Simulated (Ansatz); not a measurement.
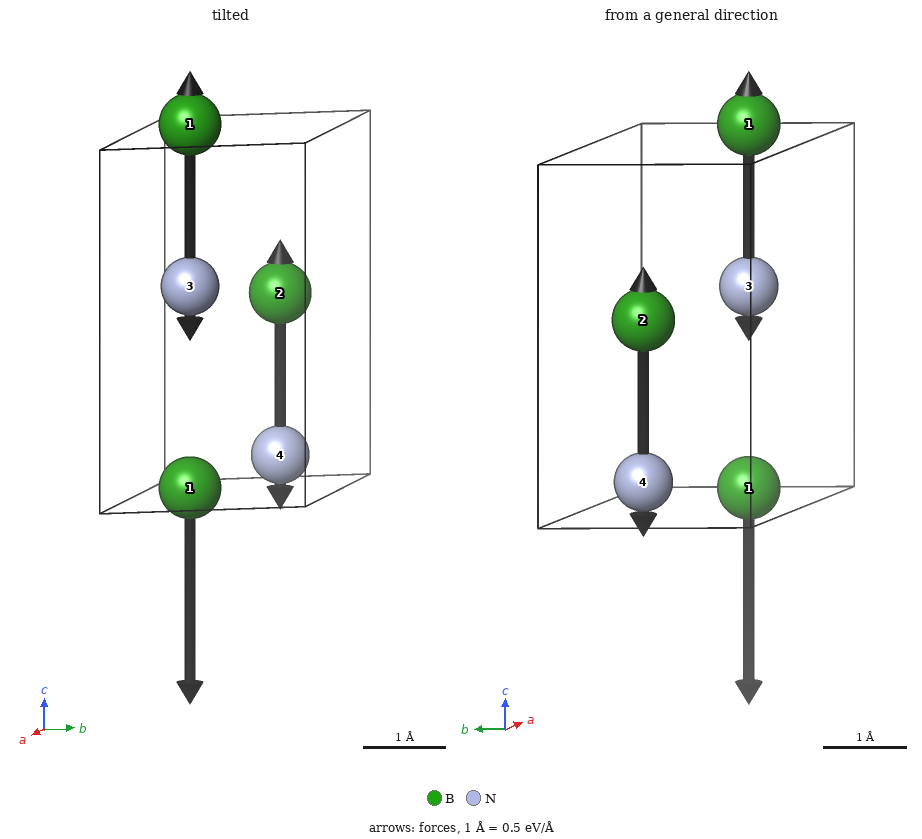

Drawn in the spheres-only manner and seen slightly off an axis and from a general direction. The edges of the simulation cell are marked. The arrows are the computed forces on the atoms.

System: BN. Method used: DFT PBE, scalar-relativistic, plane waves, PAW (Ansatz 0.2.0). It ran with wavefunction cutoff 420 eV, a 12×12×6 sampling of the Brillouin zone, Gaussian smearing of 0.02 eV, no spin polarisation.

Are the forces small enough to call this converged?

No. The atoms still feel forces of up to about 1.2 eV/Å, far above a usual threshold of 0.01 to 0.03 eV/Å.

On which atom is the force largest?

B1, B2, N3 and N4, about 1.2 eV/Å.

Average the force magnitudes by element.

Mean magnitudes: about B 1.2 eV/Å, N 1.2 eV/Å.

It derives from a structure listed in the Materials Project. The cell was then strained or its atoms displaced on purpose. It was run through Ansatz as a DFT input.
